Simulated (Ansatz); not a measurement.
# MgO: single-point calculation (part 2 of 2)

Continued. System: MgO (slab, 24 atoms in the cell). Method: DFT PBE+D3(BJ), scalar-relativistic, plane waves, PAW, no spin polarisation (Ansatz 0.2.0); cutoff 420 eV, 3×3×1 k-mesh, Gaussian smearing of 0.05 eV. The structure derives from an entry of the Crystallography Open Database. It belongs to a series of runs on one base structure; here: the slab at its places in the relaxed adsorbed structure.

Geometry of the input (Å; fractional positions):
```
5.9506  0.0000  0.0000
-2.9753  5.1534  0.0000
0.0000  0.0000  26.0594
O  0.1667  0.3333  0.3070
O  0.1667  0.8333  0.3070
O  0.6667  0.3333  0.3070
O  0.6667  0.8333  0.3070
Mg 0.3333  0.1667  0.3536
Mg 0.3333  0.6667  0.3536
Mg 0.8333  0.1667  0.3536
Mg 0.8333  0.6667  0.3536
O  0.5000  0.5000  0.4002
O  0.5000  0.0000  0.4002
O  -0.0000  0.5000  0.4002
O  0.0000  0.0000  0.4002
Mg 0.6656  0.3308  0.4439
Mg 0.6656  0.8348  0.4439
Mg 0.1665  0.3333  0.4442
Mg 0.1689  0.8345  0.4439
O  0.8329  0.6664  0.4897
O  0.8368  0.1684  0.4965
O  0.3320  0.6633  0.4968
O  0.3320  0.1687  0.4968
Mg -0.0082  0.5077  0.5347
Mg -0.0082  -0.0158  0.5347
Mg 0.5164  0.5082  0.5347
Mg 0.4970  -0.0016  0.5507
```

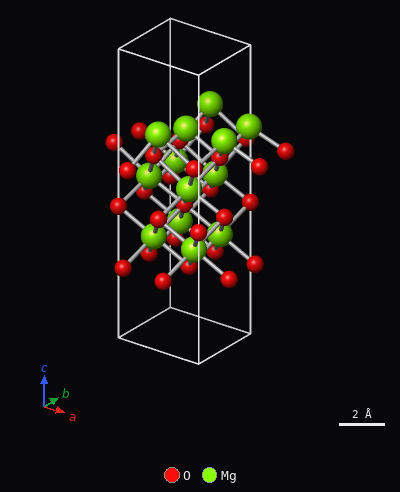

*The input geometry (ball-and-stick view of the cell of the calculation, with the vacuum cut short, seen slightly off an axis; bonded neighbours outside the cell are drawn too). An atom can appear more than once, as a periodic image.*

Log, continued:
```
SCF iter   1: F=—  HF=-29913.687192 eV  |F-HF|=—  |Δ(HF+E_count)|=         —  Δρ=1.97e-2  dr2=4.15e1  ethr=1.77e-3  p=0.772 e·Å  D=1.75e-1 V/Å  ΔV_dip=-4.55 eV  dr2_dipole=1.59e1  V_vac-E_F(+/−)=5.06/9.61 eV  ⟨swp⟩=10.4  Hψ=3078  notcnv=0  defer=63
efield: sawtooth ramp at fractional position 0.9088 (placed from the atoms, in the widest stretch of the axis that holds none; the zero of the levels goes with the place), width 0.0400; the density the first Hamiltonian is built on has a dipole p = 0.772 e·Å; the dipole correction subtracts the counter field D = 1.75e-1 V/Å, which shifts the + side's vacuum level by -4.55 eV against the − side's; the planar-averaged density in the ramp window peaks in size at 3.3e-6 e/Å³
preconditioner: auto → LDOS  [insulator: Δε(μ)=0.222 eV  Ē_g=12.920 eV  σ=0.050 eV  W_gap=0.70  n_scr=124 (ndim 8)  ℏωp=12.9 eV  f_vac=0.637  D(μ)=9.21/eV (n_scr^D=52)  ε∞_Penn≈2.0  β→1.0]
SCF iter   2: F=—  HF=-29912.771817 eV  |F-HF|=—  |Δ(HF+E_count)|=   9.15e-1  Δρ=1.20e-2  dr2=9.76e0  ethr=1.77e-3  p=0.975 e·Å  D=2.21e-1 V/Å  ΔV_dip=-5.75 eV  dr2_dipole=3.46e0  V_vac-E_F(+/−)=4.38/10.13 eV  ⟨swp⟩=2.4  Hψ=862  notcnv=0  defer=88
SCF iter   3: F=—  HF=-29912.898437 eV  |F-HF|=—  |Δ(HF+E_count)|=   1.27e-1  Δρ=1.05e-2  dr2=9.72e0  ethr=1.77e-3  p=1.025 e·Å  D=2.32e-1 V/Å  ΔV_dip=-6.05 eV  dr2_dipole=3.72e0  V_vac-E_F(+/−)=4.06/10.11 eV  ⟨swp⟩=2.0  Hψ=712  notcnv=0  defer=88
SCF iter   4: F=—  HF=-29912.588629 eV  |F-HF|=—  |Δ(HF+E_count)|=   3.10e-1  Δρ=4.85e-3  dr2=1.74e0  ethr=1.77e-3  p=0.943 e·Å  D=2.14e-1 V/Å  ΔV_dip=-5.57 eV  dr2_dipole=6.55e-1  V_vac-E_F(+/−)=4.48/10.05 eV  ⟨swp⟩=2.0  Hψ=534  notcnv=0  defer=88
SCF iter   5: F=—  HF=-29912.611462 eV  |F-HF|=—  |Δ(HF+E_count)|=   2.28e-2  Δρ=5.69e-3  dr2=3.10e0  ethr=9.07e-4  p=0.922 e·Å  D=2.09e-1 V/Å  ΔV_dip=-5.44 eV  dr2_dipole=1.18e0  V_vac-E_F(+/−)=4.56/10.00 eV  ⟨swp⟩=1.4  Hψ=712  notcnv=0  defer=88
SCF iter   6: F=—  HF=-29912.589318 eV  |F-HF|=—  |Δ(HF+E_count)|=   2.21e-2  Δρ=1.13e-3  dr2=5.50e-2  ethr=9.07e-4  p=0.940 e·Å  D=2.13e-1 V/Å  ΔV_dip=-5.54 eV  dr2_dipole=1.97e-2  V_vac-E_F(+/−)=4.52/10.06 eV  ⟨swp⟩=1.0  Hψ=512  notcnv=0  defer=88
SCF iter   7: F=—  HF=-29912.592778 eV  |F-HF|=—  |Δ(HF+E_count)|=   3.46e-3  Δρ=4.27e-3  dr2=1.42e0  ethr=2.86e-5  p=0.946 e·Å  D=2.14e-1 V/Å  ΔV_dip=-5.58 eV  dr2_dipole=5.39e-1  V_vac-E_F(+/−)=4.50/10.09 eV  ⟨swp⟩=2.0  Hψ=699  notcnv=0  defer=88
SCF iter   8: F=—  HF=-29912.591209 eV  |F-HF|=—  |Δ(HF+E_count)|=   1.57e-3  Δρ=3.74e-3  dr2=1.11e0  ethr=2.86e-5  p=0.945 e·Å  D=2.14e-1 V/Å  ΔV_dip=-5.58 eV  dr2_dipole=4.23e-1  V_vac-E_F(+/−)=4.51/10.09 eV  ⟨swp⟩=1.6  Hψ=517  notcnv=0  defer=88
SCF iter   9: F=—  HF=-29912.585455 eV  |F-HF|=—  |Δ(HF+E_count)|=   5.75e-3  Δρ=8.07e-4  dr2=4.51e-2  ethr=2.86e-5  p=0.939 e·Å  D=2.13e-1 V/Å  ΔV_dip=-5.54 eV  dr2_dipole=1.71e-2  V_vac-E_F(+/−)=4.53/10.07 eV  ⟨swp⟩=1.6  Hψ=516  notcnv=0  defer=88
SCF iter  10: F=—  HF=-29912.585267 eV  |F-HF|=—  |Δ(HF+E_count)|=   1.88e-4  Δρ=4.77e-4  dr2=1.42e-2  ethr=2.35e-5  p=0.939 e·Å  D=2.13e-1 V/Å  ΔV_dip=-5.54 eV  dr2_dipole=5.35e-3  V_vac-E_F(+/−)=4.53/10.07 eV  ⟨swp⟩=1.6  Hψ=517  notcnv=0  defer=88
SCF iter  11: F=—  HF=-29912.585269 eV  |F-HF|=—  |Δ(HF+E_count)|=   1.72e-6  Δρ=3.40e-4  dr2=7.25e-3  ethr=7.38e-6  p=0.938 e·Å  D=2.12e-1 V/Å  ΔV_dip=-5.54 eV  dr2_dipole=2.75e-3  V_vac-E_F(+/−)=4.53/10.07 eV  ⟨swp⟩=1.6  Hψ=534  notcnv=0  defer=88
SCF iter  12: F=—  HF=-29912.585255 eV  |F-HF|=—  |Δ(HF+E_count)|=   1.40e-5  Δρ=2.12e-4  dr2=3.28e-3  ethr=3.78e-6  p=0.938 e·Å  D=2.12e-1 V/Å  ΔV_dip=-5.53 eV  dr2_dipole=1.25e-3  V_vac-E_F(+/−)=4.54/10.07 eV  ⟨swp⟩=1.8  Hψ=575  notcnv=0  defer=88
SCF iter  13: F=—  HF=-29912.585231 eV  |F-HF|=—  |Δ(HF+E_count)|=   2.39e-5  Δρ=5.28e-5  dr2=2.04e-4  ethr=1.71e-6  p=0.937 e·Å  D=2.12e-1 V/Å  ΔV_dip=-5.53 eV  dr2_dipole=7.68e-5  V_vac-E_F(+/−)=4.54/10.07 eV  ⟨swp⟩=1.8  Hψ=572  notcnv=0  defer=88
SCF iter  14: F=—  HF=-29912.585246 eV  |F-HF|=—  |Δ(HF+E_count)|=   1.56e-5  Δρ=2.22e-5  dr2=3.93e-6  ethr=1.06e-7  p=0.937 e·Å  D=2.12e-1 V/Å  ΔV_dip=-5.53 eV  dr2_dipole=1.45e-8  V_vac-E_F(+/−)=4.54/10.07 eV  ⟨swp⟩=2.0  Hψ=595  notcnv=0  defer=88
SCF iter  15: F=—  HF=-29912.585422 eV  |F-HF|=—  |Δ(HF+E_count)|=   1.76e-4  Δρ=1.47e-5  dr2=2.08e-6  ethr=2.04e-9  p=0.937 e·Å  D=2.12e-1 V/Å  ΔV_dip=-5.53 eV  dr2_dipole=7.49e-8  V_vac-E_F(+/−)=4.54/10.07 eV  ⟨swp⟩=3.4  Hψ=1063  notcnv=0  defer=88
SCF iter  16: F=—  HF=-29912.585422 eV  |F-HF|=—  |Δ(HF+E_count)|=   2.82e-8  Δρ=9.90e-6  dr2=1.29e-6  ethr=1.09e-9  p=0.937 e·Å  D=2.12e-1 V/Å  ΔV_dip=-5.53 eV  dr2_dipole=6.54e-8  V_vac-E_F(+/−)=4.54/10.07 eV  ⟨swp⟩=2.0  Hψ=542  notcnv=0  defer=88
SCF iter  17: F=—  HF=-29912.585423 eV  |F-HF|=—  |Δ(HF+E_count)|=   8.71e-7  Δρ=6.37e-6  dr2=6.13e-7  ethr=6.72e-10  p=0.937 e·Å  D=2.12e-1 V/Å  ΔV_dip=-5.53 eV  dr2_dipole=3.56e-8  V_vac-E_F(+/−)=4.54/10.07 eV  ⟨swp⟩=2.0  Hψ=693  notcnv=0  defer=88
SCF iter  18: F=—  HF=-29912.585424 eV  |F-HF|=—  |Δ(HF+E_count)|=   9.48e-7  Δρ=3.21e-6  dr2=1.41e-7  ethr=3.19e-10  p=0.937 e·Å  D=2.12e-1 V/Å  ΔV_dip=-5.53 eV  dr2_dipole=1.39e-8  V_vac-E_F(+/−)=4.54/10.07 eV  ⟨swp⟩=2.0  Hψ=706  notcnv=0  defer=88
SCF iter  19: F=—  HF=-29912.585424 eV  |F-HF|=—  |Δ(HF+E_count)|=   2.18e-7  Δρ=2.47e-6  dr2=1.25e-7  ethr=5.21e-11  p=0.937 e·Å  D=2.12e-1 V/Å  ΔV_dip=-5.53 eV  dr2_dipole=3.43e-8  V_vac-E_F(+/−)=4.54/10.07 eV  ⟨swp⟩=22.6  Hψ=3994  notcnv=0
SCF iter  20: F=-29912.585424 eV  HF=-29912.585424 eV  |F-HF|=9.32e-8  |Δ(HF+E_count)|=   2.85e-8  Δρ=1.47e-6  dr2=1.75e-8  ethr=5.21e-11  p=0.937 e·Å  D=2.12e-1 V/Å  ΔV_dip=-5.53 eV  dr2_dipole=1.17e-9  V_vac-E_F(+/−)=4.54/10.07 eV  ⟨swp⟩=5.0  Hψ=2128  notcnv=0
SCF 1 converged in 20 iterations: F = -29912.585424 eV  dr2 = 1.75e-8
  greatest PAW one-centre occupation: 1.000 electrons in one spin orbital (limit 2), on the Mg atom at site 12 (counted from 0), in its partial waves of l = 0
SCF converged after 20 iterations
Free energy (F): -29912.585424 eV
Harris-Foulkes:  -29912.585424 eV  (|F-HF|=9.32e-8)
Internal energy: -29912.548762 eV  (E = F + TS)
E sigma→0 (E₀):  -29912.567093 eV
Entropy (-TS):   -0.036662 eV (-1.528 meV/atom)
Fermi energy:    -2.301426 eV
Dipole field:    D = 0.212181 V/Å  (p = 0.937053 e·Å, saw-weighted, corrected)
Work function:   Φ+ = 4.5407 eV   Φ− = 10.0700 eV
Levels:          The Fermi level and band energies are counted from a zero that moves with the ramp; work functions are not
--- Per-component energies (eV) ---
  E_band       = -5876.073314
  E_kinetic    = 3035.448124
  E_local      = -266129.900700  (includes V_loc(G=0)·N_el)
  E_nonlocal   = 1718.953660
  E_hartree    = 128921.240551
  E_xc         = -1246.580790
  E_vxc        = -1596.196897  (∫ρ·V_xc dr)
  E_paw        = -5396.722308  (= ΣΔE_a)
  E_vpaw       = -747.231041  (= ΣTr[D̂ρ^β])
  E_aug_tail   = 0.029249  (compensation charges beyond the density's cutoff)
  E_efield     = 0.099413  (sawtooth field / dipole correction)
  E_vefield    = 0.371235  (∫n·V_field dr)
  E_ewald      = 109189.878352
  E_disp       = -4.994315  (pairwise vdW)
  E_smearing   = -0.036662  (= −TS)
  E_closure    = -0.000000  (closes the sum)
  Σ components = -29912.585424   (vs F -29912.585424, Δ=0.00e0)
--- Forces (eV/Å), atoms counted from 1 ---
  atom   1  O     -0.00042976    -0.00027947     1.20730091
  atom   2  O      0.00947449     0.00550705     1.24033447
  atom   3  O      0.00060158    -0.01121419     1.24064499
  atom   4  O     -0.00938274     0.00614754     1.24061451
  atom   5  Mg    -0.04911451     0.03055735    -2.57337030
  atom   6  Mg     0.00185152    -0.05784748    -2.57330102
  atom   7  Mg     0.04937828     0.02857764    -2.57687948
  atom   8  Mg    -0.00237616    -0.00144828    -2.50280583
  atom   9  O     -0.10817342    -0.06227693     1.48660172
  atom  10  O     -0.00826250    -0.00495586     1.54655409
  atom  11  O      0.10846604    -0.05380739     1.47993187
  atom  12  O      0.00751090     0.12073872     1.48003670
  atom  13  Mg    -0.00771516    -0.17134946    -0.44987733
  atom  14  Mg    -0.15228918     0.07886625    -0.44982005
  atom  15  Mg     0.00838907     0.00499487    -0.36172396
  atom  16  Mg     0.15204018     0.08767099    -0.44769506
  atom  17  O      0.03885244     0.02381408     0.35787577
  atom  18  O     -0.30017278    -0.17473719    -0.06463903
  atom  19  O     -0.03451460     0.35902824    -0.11831681
  atom  20  O      0.29256438    -0.21028265    -0.11743056
  atom  21  Mg     0.63640526    -0.39571656     0.55246285
  atom  22  Mg    -0.02431991     0.74891778     0.55184777
  atom  23  Mg    -0.66135671    -0.38212459     0.57944687
  atom  24  Mg     0.05257535     0.03122182    -0.72782114
  max |Σ_I F_I| component: 2.81e-5 eV/Å
--- Band table (eV; the first three rows and the last of 5) ---
  k-point 0: bands = ["-78.5877", "-78.2013", "-78.1972", "-78.1900", "-77.2267", "-77.2099", "-77.2069", "-77.1947", "-75.2767", "-75.2722", "-75.2712", "-75.2597", "-45.3583", "-45.3564", "-45.3221", "-45.0092", "-44.9755", "-44.9753", "-44.9568", "-44.9553", "-44.9510", "-44.9400", "-44.9286", "-44.9247", "-44.0126", "-44.0098", "-44.0028", "-43.9931", "-43.9784", "-43.9734", "-43.9648", "-43.9537", "-43.9521", "-43.9473", "-43.9384", "-43.9376", "-42.0741", "-42.0694", "-42.0687", "-42.0332", "-42.0234", "-42.0227", "-42.0223", "-42.0194", "-42.0186", "-42.0096", "-42.0040", "-42.0038", "-22.3293", "-21.5521", "-21.1972", "-21.1832", "-20.9236", "-20.2253", "-20.1340", "-20.1290", "-18.0404", "-17.4450", "-17.4449", "-17.4406", "-9.6282", "-9.6233", "-9.2502", "-9.1526", "-8.5239", "-8.4490", "-8.4479", "-7.2276", "-7.0360", "-7.0228", "-6.7765", "-6.6416", "-6.6387", "-6.5233", "-6.1814", "-6.0939", "-6.0891", "-5.7707", "-5.7610", "-5.3650", "-5.3627", "-5.3408", "-4.6908", "-4.6903", "-4.2812", "-4.2576", "-4.2571", "-4.2167", "-2.8881", "-2.5119", "-2.5118", "-2.5001", "-2.3558", "-2.3558", "-2.3554", "-1.8443", "-1.8443", "-0.6903", "-0.6668", "-0.0618", "0.3053", "0.6450", "0.8786", "0.8877", "1.9514", "2.6625", "3.2123", "3.9040", "3.9073", "4.2752", "4.6037", "4.6862", "4.6913", "4.9938", "5.5774", "5.8860", "5.9089", "6.0634", "6.2468", "6.3819"]
  k-point 1: bands = ["-78.5877", "-78.2006", "-78.1977", "-78.1901", "-77.2265", "-77.2092", "-77.2077", "-77.1949", "-75.2757", "-75.2725", "-75.2717", "-75.2599", "-45.3578", "-45.3557", "-45.3221", "-45.0019", "-44.9757", "-44.9698", "-44.9587", "-44.9547", "-44.9496", "-44.9443", "-44.9363", "-44.9265", "-44.0049", "-44.0000", "-43.9941", "-43.9887", "-43.9776", "-43.9753", "-43.9711", "-43.9562", "-43.9535", "-43.9526", "-43.9490", "-43.9413", "-42.0652", "-42.0597", "-42.0548", "-42.0310", "-42.0305", "-42.0291", "-42.0236", "-42.0226", "-42.0184", "-42.0175", "-42.0102", "-42.0069", "-22.1857", "-21.6117", "-21.3198", "-21.1947", "-20.7531", "-20.3766", "-20.1867", "-20.1328", "-17.9011", "-17.6035", "-17.4455", "-17.4426", "-9.2743", "-9.0756", "-8.8681", "-8.6925", "-8.3320", "-8.1570", "-8.1542", "-7.5185", "-7.2608", "-7.2024", "-7.1482", "-6.9755", "-6.9542", "-6.4919", "-6.2607", "-6.0729", "-6.0252", "-5.9999", "-5.9225", "-5.9104", "-5.8832", "-5.7322", "-5.2044", "-4.8657", "-4.0079", "-3.9961", "-3.7832", "-3.6469", "-2.7727", "-2.7722", "-2.7551", "-2.5968", "-2.5816", "-2.4697", "-2.4644", "-2.2879", "-2.2338", "-1.9785", "-1.0011", "-0.7320", "1.2728", "2.0779", "2.1480", "2.6478", "2.7102", "3.4542", "3.7251", "4.0262", "4.4704", "4.4999", "4.5947", "4.8698", "4.9742", "5.1542", "5.2422", "5.4677", "5.8024", "5.8670", "6.0928", "6.1945"]
  k-point 2: bands = ["-78.5877", "-78.2010", "-78.1972", "-78.1903", "-77.2265", "-77.2099", "-77.2069", "-77.1949", "-75.2755", "-75.2732", "-75.2712", "-75.2599", "-45.3574", "-45.3561", "-45.3221", "-45.0030", "-44.9738", "-44.9708", "-44.9576", "-44.9551", "-44.9501", "-44.9446", "-44.9320", "-44.9306", "-44.0058", "-43.9994", "-43.9928", "-43.9896", "-43.9786", "-43.9734", "-43.9678", "-43.9628", "-43.9535", "-43.9517", "-43.9485", "-43.9402", "-42.0646", "-42.0604", "-42.0547", "-42.0305", "-42.0305", "-42.0299", "-42.0243", "-42.0220", "-42.0182", "-42.0168", "-42.0102", "-42.0073", "-22.1849", "-21.6182", "-21.3035", "-21.2054", "-20.7529", "-20.3779", "-20.1816", "-20.1367", "-17.9011", "-17.6035", "-17.4454", "-17.4426", "-9.2701", "-9.0834", "-8.8692", "-8.6897", "-8.3350", "-8.1554", "-8.1538", "-7.5208", "-7.2642", "-7.2048", "-7.1438", "-6.9635", "-6.9609", "-6.4812", "-6.2582", "-6.0730", "-6.0229", "-6.0030", "-5.9182", "-5.9166", "-5.8925", "-5.7307", "-5.2039", "-4.8666", "-4.0076", "-3.9964", "-3.7831", "-3.6461", "-2.7727", "-2.7721", "-2.7550", "-2.5969", "-2.5818", "-2.4697", "-2.4644", "-2.2917", "-2.2338", "-1.9785", "-0.9901", "-0.7355", "1.2724", "2.0673", "2.1479", "2.6481", "2.7082", "3.4517", "3.7266", "4.0279", "4.4765", "4.5030", "4.5933", "4.8605", "4.9735", "5.1549", "5.2430", "5.4695", "5.7957", "5.8685", "6.0910", "6.1943"]
  k-point 4: bands = ["-78.5877", "-78.2006", "-78.1977", "-78.1901", "-77.2265", "-77.2093", "-77.2076", "-77.1949", "-75.2757", "-75.2725", "-75.2717", "-75.2599", "-45.3578", "-45.3557", "-45.3221", "-45.0020", "-44.9757", "-44.9698", "-44.9587", "-44.9547", "-44.9496", "-44.9443", "-44.9363", "-44.9266", "-44.0047", "-44.0000", "-43.9942", "-43.9887", "-43.9778", "-43.9751", "-43.9710", "-43.9564", "-43.9535", "-43.9526", "-43.9487", "-43.9414", "-42.0651", "-42.0597", "-42.0548", "-42.0310", "-42.0305", "-42.0291", "-42.0236", "-42.0226", "-42.0184", "-42.0175", "-42.0102", "-42.0069", "-22.1857", "-21.6118", "-21.3196", "-21.1949", "-20.7531", "-20.3766", "-20.1866", "-20.1329", "-17.9011", "-17.6035", "-17.4455", "-17.4426", "-9.2742", "-9.0757", "-8.8681", "-8.6925", "-8.3320", "-8.1570", "-8.1541", "-7.5185", "-7.2609", "-7.2024", "-7.1481", "-6.9752", "-6.9543", "-6.4918", "-6.2606", "-6.0729", "-6.0252", "-5.9999", "-5.9225", "-5.9105", "-5.8834", "-5.7322", "-5.2044", "-4.8658", "-4.0079", "-3.9961", "-3.7831", "-3.6469", "-2.7726", "-2.7722", "-2.7551", "-2.5968", "-2.5816", "-2.4697", "-2.4644", "-2.2880", "-2.2338", "-1.9785", "-1.0010", "-0.7320", "1.2728", "2.0777", "2.1480", "2.6478", "2.7102", "3.4542", "3.7251", "4.0263", "4.4705", "4.5001", "4.5946", "4.8695", "4.9743", "5.1543", "5.2422", "5.4678", "5.8022", "5.8670", "6.0928", "6.1945"]
```

Key numbers:

```json
{"quantity": "outcome", "value": "converged"}
{"quantity": "electrons treated", "value": "192"}
{"quantity": "free energy", "value": "−29912.5854 eV"}
{"quantity": "work function, top face", "value": "4.54 eV"}
{"quantity": "work function, bottom face", "value": "10.07 eV"}
{"quantity": "Fermi energy", "value": "−2.301 eV"}
{"quantity": "gap on the k-point mesh", "value": "none (metallic)"}
{"quantity": "work function (upper face)", "value": "4.54 eV"}
{"quantity": "largest force (length of the vector)", "value": "2.578 eV/Å"}
{"quantity": "hardware", "value": "4 threads of Intel Xeon (Granite Rapids), 192 GiB of memory available, shared host"}
{"quantity": "wall time", "value": "11 s (CPU time 42 s)"}
{"quantity": "peak memory", "value": "1.9 GiB"}
```
